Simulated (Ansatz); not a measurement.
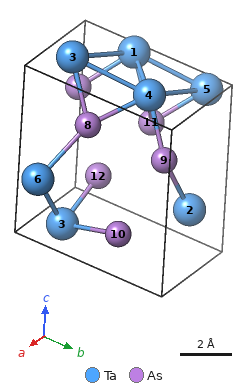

This is the input geometry for a relaxation of an amorphous cell of composition TaAs (coarse preliminary run). Style: ball-and-stick. Shown: the cell of the calculation, reduced to other axes, slightly off an axis. Lengths and directions refer to the drawn axes.

Case: atoms packed at random at 1.16 times the crystal's volume, relaxed further on a centred mesh.

Method: Ansatz, DFT PBE, scalar-relativistic, plane waves, PAW.

Input file:
```yaml
crystal:
  lattice:
    - [5.8013907965, -0.5287871278, -0.8654540827]
    - [-0.5717987512, 6.6818881178, -1.1850631268]
    - [-0.9604162567, -1.2292310607, 6.2077194605]
  atoms:
    - { symbol: Ta, position: [0.9157790366, 0.0247393063, 0.6315358585] }
    - { symbol: Ta, position: [0.6322511091, 0.6836636015, 0.09189084] }
    - { symbol: Ta, position: [0.4215905262, 0.0045194731, 0.8485952345] }
    - { symbol: Ta, position: [0.4862053237, 0.0568241165, 0.3481023451] }
    - { symbol: Ta, position: [0.9891570608, 0.085886813, 0.1630576833] }
    - { symbol: Ta, position: [0.117789864, 0.6809553609, 0.9133928623] }
    - { symbol: As, position: [0.8205939902, 0.3309694941, 0.9512473708] }
    - { symbol: As, position: [0.3049060206, 0.3133353722, 0.6744255968] }
    - { symbol: As, position: [0.394967502, 0.3612610423, 0.189730937] }
    - { symbol: As, position: [0.1141045771, 0.7924714177, 0.3570321118] }
    - { symbol: As, position: [0.8783576876, 0.374595572, 0.4739130213] }
    - { symbol: As, position: [0.6899692537, 0.7439742117, 0.7326472821] }
  symmetry: { detect: false }
basis:
  ecutwfc: 420
kpoints:
  mp_grid: { grid: [4, 4, 4] }
hamiltonian:
  xc: pbe
scf:
  occupations: { method: gaussian, width: 0.1 }
  lower_state_search: "off"
output:
  forces: true
  stress: true
  eigenvalues: true
relax:
  adjacent_minimum: "off"
  f_tol: 0.04
  max_steps: 25
  cell: { stress_tol: 0.3 }
```

Command:
```bash
ansatz run input.yaml --threads 2 --pin off --max-ram 5120MiB --backend cpu --events-out ev --progress --plain --runs-dir out
```

**Predict the outcome.**

After 3 accepted moves (5 points after the start) the energy has fallen by 48.5 meV per cell of the calculation. Largest force component: 0.26 eV/Å at the start, 0.029 eV/Å at the end. Pressure: 0.52 GPa at the start and −0.04 GPa at the end. The line search rejected the trial step at point 3 of the run. At 1 point the geometry stayed and the basis and grid were re-selected for the new cell (energy shift of 0.1 meV per cell of the calculation at most each time). As8 moves most relative to the cell: 0.047 Å along [−1 −3 −2]. By element the largest moves are As 0.047 Å, Ta 0.032 Å. Cell: a 5.889 → 5.885 Å (−0.1 %), b 6.401 → 6.298 Å (−1.6 %), c 6.810 → 6.891 Å (+1.2 %), α 110.2° → 109.9°, β 98.4° → 99.1°, γ 105.8° → 105.0°. Volume −0.1 %. Some distances before and after: Ta3–Ta4 3.456 → 3.391 Å, Ta2–Ta3 3.289 → 3.351 Å, Ta1–Ta5 3.179 → 3.119 Å, Ta5–As8 2.986 → 3.043 Å. Among the angles between lasting bonds that change: Ta2–As7–Ta5 132.8° → 136.3°, Ta1–As7–Ta5 74.5° → 72.2°, Ta1–As7–Ta3 83.0° → 80.9°. The run took 5.5 min on 2 threads of Arm Neoverse V1, with other jobs on the host, peak memory 1 GiB.

The structure at the end:

```xyz
12
Lattice="5.8014 -0.5625 -0.8153 -0.6083 6.7666 -1.1529 -0.9136 -1.2230 6.1103" Properties=species:S:1:pos:R:3 pbc="T T T"
Ta    4.7122   -1.1080    3.0682
Ta    3.1727    4.1325   -0.7551
Ta    1.6746   -1.2245    4.8120
Ta    2.4799   -0.3264    1.6429
Ta    5.5415   -0.1875    0.0613
Ta   -0.5800    3.4000    4.7035
As    3.6894    0.6350    4.7979
As    0.9681    1.1481    3.5511
As    1.8920    1.9986    0.4517
As   -0.1394    4.8668    1.1969
As    4.4297    1.4416    1.7506
As    2.8759    3.7543    3.0249
```

The end point in the same view:

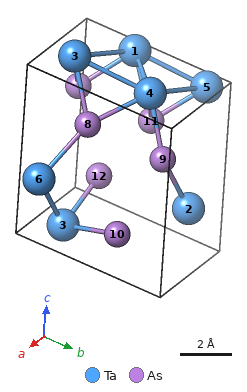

Limits of the set-up: the periodic images lie only 5.9 Å apart, so the values are limited by the cell's size.
